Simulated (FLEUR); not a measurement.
**A series of single points on Sb**

System: Sb (Fm-3m, 1 atom in the cell).
Method: Kohn-Sham DFT of a periodic cell, LDA, all-electron, no spin polarisation (FLEUR MaX-R8.1 (later development tree)).

The 5 runs differ only in the geometry, by an even scaling of the cell at fixed fractional positions. The structure derives from a Materials Project entry.

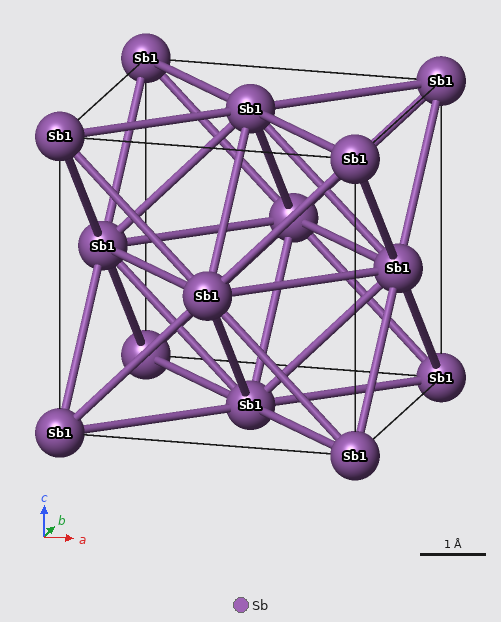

Figure 1. The structure of run 3 (ball-and-stick view of the cell 4 times as large as that of the calculation, set on its symmetry axes, seen slightly off an axis; atoms are numbered from 1 in the order of the input). An atom can appear more than once, as a periodic image.

## Input of run 3
```
<?xml version="1.0" encoding="UTF-8" standalone="no"?>
<fleurInput fleurInputVersion="0.39">
   <comment>
      Sb                                                                                                  
   </comment>
   <calculationSetup>
      <cutoffs Kmax="4.1" Gmax="12.7" GmaxXC="12.7" numbands="0"/>
      <scfLoop itmax="60" minDistance="0.00001" maxIterBroyd="15" imix="Anderson" alpha="0.05" precondParam="0.0" spinf="2.0" sdNocoIR="T"/>
      <coreElectrons ctail="T" frcor="F" kcrel="0" coretail_lmax="0"/>
      <xcFunctional name="vwn" relativisticCorrections="F"/>
      <magnetism jspins="1"/>
      <soc l_soc="F" theta="0.0" phi="0.0" spav="F"/>
      <expertModes spex="0" secvar="F"/>
      <geometryOptimization l_f="F" forcealpha="1.0" forcemix="BFGS" epsdisp="0.00001" epsforce="0.00001"/>
      <ldaU l_linMix="F" mixParam="0.05" spinf="1.0"/>
   </calculationSetup>
   <cell>
      <bzIntegration valenceElectrons="21.0" mode="hist" fermiSmearingEnergy="0.00183747">
         <kPointListSelection listName="default-1"/>
         <!-- k-points included here -->
         <xi:include xmlns:xi="http://www.w3.org/2001/XInclude" href="kpts.xml"> </xi:include>
      </bzIntegration>
      <!-- symmetry operations included here -->
      <xi:include xmlns:xi="http://www.w3.org/2001/XInclude" href="sym.xml"> </xi:include>
      <bulkLattice scale="1.0">
         <bravaisMatrix>
            <row-1>    0.0000000000000000     4.4809989408298998     4.4809989408298998</row-1>
            <row-2>    4.4809989408298998     0.0000000000000000     4.4809989408298998</row-2>
            <row-3>    4.4809989408298998     4.4809989408298998     0.0000000000000000</row-3>
         </bravaisMatrix>
      </bulkLattice>
   </cell>
   <atomSpecies>
      <species name="Antimony (Sb)" element="Sb" atomicNumber="51">
         <mtSphere radius="2.66" gridPoints="879" logIncrement="0.015"/>
         <atomicCutoffs lmax="10" lnonsphr="10"/>
         <electronConfig flipSpins="F">
            <coreConfig>(1s1/2) (2s1/2) (2p1/2) (2p3/2) (3s1/2) (3p1/2) (3p3/2) (4s1/2) (3d3/2) (3d5/2)</coreConfig>
            <valenceConfig>(4p1/2) (4p3/2) (5s1/2) (4d3/2) (4d5/2) (5p1/2) (5p3/2)</valenceConfig>
            <stateOccupation state="(5p1/2)" spinUp="0.500000" spinDown="0.500000"/>
            <stateOccupation state="(5p3/2)" spinUp="1.000000" spinDown="1.000000"/>
         </electronConfig>
         <energyParameters s="5" p="5" d="5" f="4"/>
         <lo type="SCLO" l="1" n="4" eDeriv="0"/>
         <lo type="SCLO" l="1" n="4" eDeriv="1"/>
         <lo type="SCLO" l="2" n="4" eDeriv="0"/>
         <lo type="SCLO" l="2" n="4" eDeriv="1"/>
         <lo type="SCLO" l="0" n="5" eDeriv="2"/>
         <lo type="SCLO" l="3" n="4" eDeriv="2"/>
      </species>
   </atomSpecies>
   <atomGroups>
      <atomGroup species="Antimony (Sb)">
         <relPos label="                   1">.0000000000 .0000000000 .0000000000</relPos>
         <force calculate="T" relaxXYZ="TTT"/>
      </atomGroup>
   </atomGroups>
   <output dos="F" band="F" slice="F">
      <checks vchk="F" cdinf="F"/>
      <bandDOS minEnergy="-.5*Htr" maxEnergy="0.5*Htr" sigma="0.015" storeEVData="T"/>
      <vacuumDOS vacdos="F" integ="F" star="F" nstars="0" locx1="0.0" locy1="0.0" locx2="0.0" locy2="0.0" nstm="0" tworkf="0.0"/>
      <unfoldingBand unfoldBand="F" supercellX="1" supercellY="1" supercellZ="1"/>
      <plotting iplot="0" polar="F">
         <plot TwoD="T" vec1="  1.0  0.0  0.0" vec2="  0.0  1.0  0.0" vec3="  0.0  0.0  1.0" zero="  0.0  0.0  0.0" file="plot"/>
      </plotting>
      <chargeDensitySlicing numkpt="0" minEigenval="0.0" maxEigenval="0.0" nnne="0" pallst="F"/>
      <specialOutput eonly="F"/>
      <moessbauerParams electricFieldGradient="T" isomerShift="T" coreHyperfine="T" valenceHyperfine="T"/>
      <magneticCircularDichroism mcd="F" energyLo="-10.0" energyUp="0.0"/>
   </output>
  <!-- We include the file relax.xml here to enable relaxations (see documentation) -->
  <xi:include xmlns:xi="http://www.w3.org/2001/XInclude" href="relax.xml"> <xi:fallback/> </xi:include>
</fleurInput>
```

Lattice vectors (Å) and fractional positions of run 3:
```
   0.000000    2.371243    2.371243
   2.371243    0.000000    2.371243
   2.371243    2.371243    0.000000
Sb  0.000000  0.000000  0.000000
```

Run 2 has the same physical settings and fractional positions; its lattice vectors (Å) are:
```
   0.000000    2.339195    2.339195
   2.339195    0.000000    2.339195
   2.339195    2.339195    0.000000
```

## Results, with one run withheld

```csv
run,volume per atom (Å³),"free energy per atom, from the lowest run given (meV)"
1,25.066,0.00
2,25.599,?
3,26.666,4.31
4,27.733,27.26
5,28.266,43.77
```

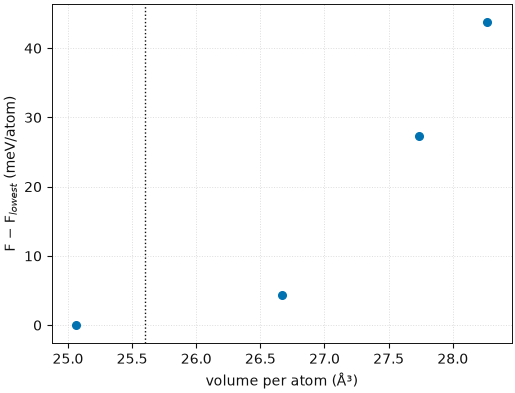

Figure 2. Free energy per atom of the runs given; the dotted line marks run 2.

Fit the runs given and predict run 2.

A quadratic polynomial in V^(−2/3) (the Birch–Murnaghan form), fitted to the 4 runs given, misses them by at most 0.06 meV per atom. With x = V^(−2/3) − 0.11143 Å⁻², it reads F = 7.8271 − 6409 x + 9.2769e+05 x² (meV per atom). At run 2 it gives −3.19 meV per atom, and the run itself gives −3.03. The fit has its minimum at 25.681 Å³ per atom, where V d²F/dV² gives 67.9 GPa: the bulk modulus at this level, since symmetry fixes the shape and the positions.

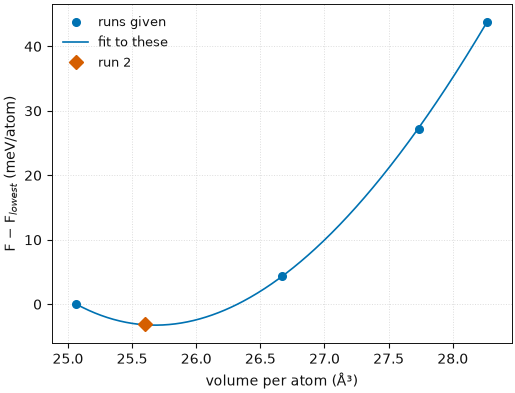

Figure 3. The fit and the withheld run.

## Output (run 2)
```
Welcome to FLEUR        (www.flapw.de)
      MaX-Release 8.1          (www.max-centre.eu)

 ========== k-point set info ==========
 Selected k-point list: default-1
 k-point list type: mesh
 10 x 10 x 10
 Number of k points: 47

 ------------Calculation Setup---------------------------
 Number of MPI-tasks      :            1
 Number of PE/node        :            1
 Number of OMP-threads    :            1
 Most efficient MPI parallelization for:
           1          47
 Additional eigenvalue parallelization possible
 Number of basis functions:          252
 Approximate size of matrices (H+S) per k-point:         0.001 GB
 --------------------------------------------------------

 Iteration:     1   Distance:       4.51397829 me/bohr^3

 Iteration:     2   Distance:       4.21956418 me/bohr^3

 Iteration:     3   Distance:       1.29666121 me/bohr^3

 Iteration:     4   Distance:       0.10827424 me/bohr^3

 Iteration:     5   Distance:       0.09632187 me/bohr^3

 Iteration:     6   Distance:       0.00918859 me/bohr^3

 Iteration:     7   Distance:       0.00135440 me/bohr^3

 Iteration:     8   Distance:       0.00149379 me/bohr^3

 Iteration:     9   Distance:       0.00004467 me/bohr^3

 Iteration:    10   Distance:       0.00000239 me/bohr^3

 ********************************************************************
 Run finished successfully
 Stop message:
   all done
 ********************************************************************
```
